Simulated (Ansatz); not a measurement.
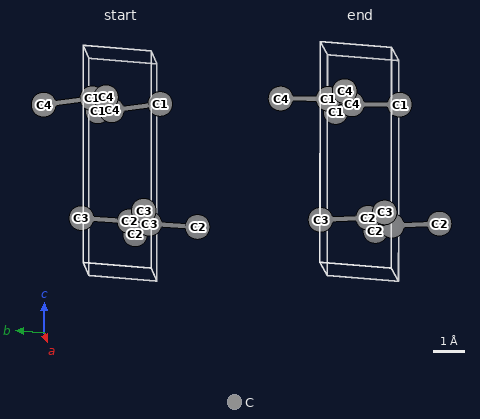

The structure of solid C (set up in P1) before (left) and after (right) a relaxation, at one scale.

The picture is a ball-and-stick view of the cell of the calculation, seen from a free direction.

Case: input fault: a relaxation cut at too few steps.

The calculation used DFT PBE, scalar-relativistic, plane waves, PAW in Ansatz.

Input
```yaml
crystal:
  lattice:
    - [1.22804797, -2.12706182, 0.0]
    - [1.22804797, 2.12706182, 0.0]
    - [0.0, 0.0, 7.17326776]
  atoms:
    - { symbol: C, position: [0.0415481142, 0.872067854, 0.7616914972] }
    - { symbol: C, position: [0.5611972282, 0.3666555425, 0.2396040473] }
    - { symbol: C, position: [0.975212007, 0.1077966099, 0.2598391235] }
    - { symbol: C, position: [0.4831163794, 0.6214574256, 0.7394209038] }
basis:
  ecutwfc: 420
kpoints:
  mp_grid: { grid: [12, 12, 4] }
hamiltonian:
  xc: pbe
scf:
  occupations: { method: gaussian, width: 0.1 }
output:
  forces: true
  stress: true
  eigenvalues: true
relax:
  adjacent_minimum: "off"
  f_tol: 0.005
  max_steps: 2
  cell: { stress_tol: 0.05 }
```

Launched with:
```bash
ansatz run input.yaml --threads 1 --pin off --max-ram 2560MiB --backend cpu --events-out ev --progress --plain --runs-dir out
```

Question: What changed between the two?

Answer: The relaxation stopped without meeting its thresholds, so the last structure isn't shown to be converged. It used up its limit of 2 steps. The largest moves relative to the cell, 0.12 Å, are those of C1 and C4. C1 goes roughly along [2 1 −1]. Cell: a 2.456 → 2.494 Å (+1.6 %), b 2.456 → 2.576 Å (+4.9 %), c 7.173 → 7.289 Å (+1.6 %), α 90.0° → 90.1°, γ 120.0° → 121.2°. Volume +6.9 %. Near-neighbour distances that change, for instance: C1–C4 1.201 → 1.323 Å, C2–C3 1.258 → 1.350 Å, C1–C4 (another image) 1.610 → 1.562 Å, C2–C3 (another image) 1.587 → 1.554 Å. Among the angles between lasting bonds that change: C4–C1–C4 104.3° → 115.4°, C3–C2–C3 107.8° → 117.1°, C4–C1–C4 130.6° → 125.2°. The space group stays P1 (No. 1). Over 1 geometry step the energy falls by 571 meV per atom. Largest force component: 14 eV/Å at the start, 5.8 eV/Å at the end. Pressure: 24.25 GPa at the start and −8.07 GPa at the end.
